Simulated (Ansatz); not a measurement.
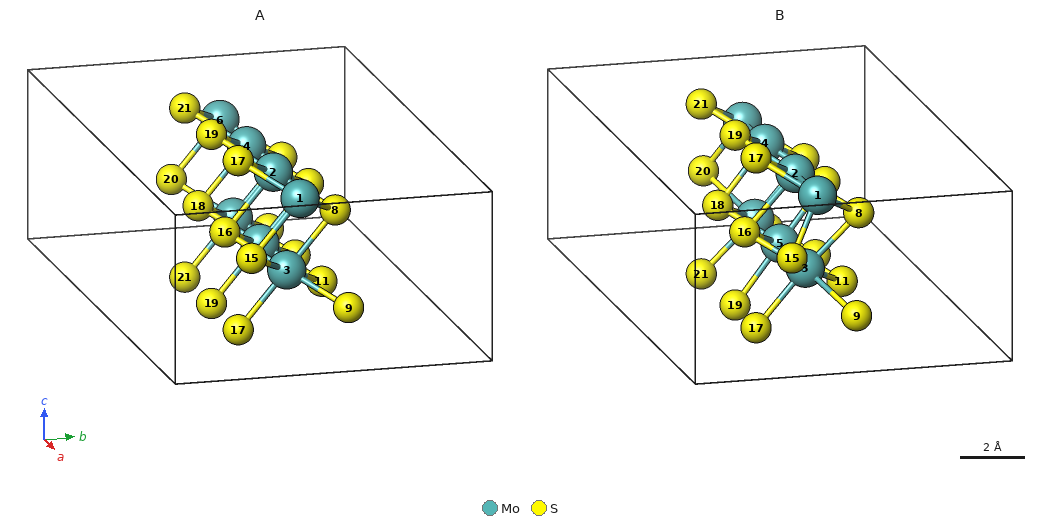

Two geometries of a wire of composition MoS2, drawn at one scale. One is the start of a relaxation, the other its converged end. The picture is a ball-and-stick view of the cell of the calculation, with the vacuum cut short (origin shifted), seen slightly off an axis.

Computed with DFT PBE, scalar-relativistic, plane waves, PAW in Ansatz. (plane-wave cutoff 420 eV; k-point mesh 1 × 1 × 10; occupations gaussian; smearing width 0.05 eV; no spin polarisation; cell relaxed at fixed a, b, alpha, beta, gamma; force threshold 0.02 eV/Å; at most 45 steps)

### Which geometry has the lower energy?

Structure B is the relaxed one. Case: armchair ribbon, 7 formula units a period. The energy falls by 5.102 eV per cell of the calculation in 7 accepted moves (9 points after the start). The largest force component goes from 5.1 to 0.0077 eV/Å. The line search rejected the trial step at point 7 of the run. The SCF was repeated once at an unchanged geometry on a basis and grid sized afresh for the cell, which shifted the energy by 0.2 meV per cell of the calculation at most. The largest moves, 0.74 Å, are those of S atoms. By element the largest moves are S 0.74 Å, Mo 0.31 Å. Along the periodic axis the drawn cell goes c 5.531 → 5.555 Å (+0.4 %). Some distances before and after: S–S 3.664 → 2.934 Å, Mo–Mo 3.193 → 2.670 Å, Mo–S 2.430 → 2.708 Å, Mo–S 2.430 → 2.202 Å. Among the angles between lasting bonds that change: S–Mo–S 180.0° → 136.8°, S–Mo–S 97.9° → 65.6°, S–Mo–S 180.0° → 158.2°.
